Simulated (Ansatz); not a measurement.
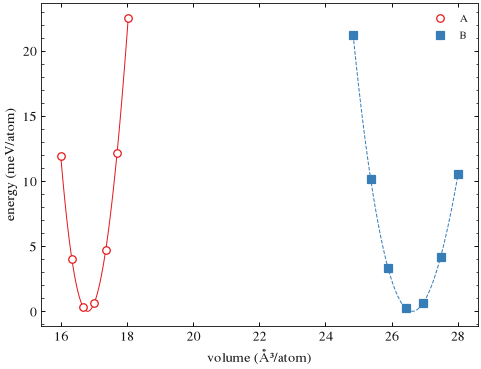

The figure compares two calculations of the energy against volume, each curve from its own zero. The first is for EuS, space group Fm-3m (No. 225).

The cell holds 2 atoms.

Calculation (Ansatz 0.2.0): plane-wave DFT, collinear spins; energies at scaled volumes of the given cell, shape and fractions fixed, counted from the fit's minimum, third-order Birch-Murnaghan fit. Level: HSE06, collinear spin.

- k mesh: 6×6×6
- occupations: Fermi–Dirac
- smearing width: 0.05 eV
- potentials: Ansatz PAW
- wave cutoff: 420 eV
- density cutoff: 1680 eV

In the second, S is replaced by O on all its sites, which gives EuO in the same structure.

> Which of A and B is the second calculation, and what did the change do?

A. The equilibrium volume falls from 26.62 to 16.81 Å³/atom (−37 %) and the bulk modulus rises from 50.7 to 89.7 GPa (+77 %).

For both, limits of the calculation: state may lie high.

V0 and the bulk modulus come from third-order Birch–Murnaghan fits.
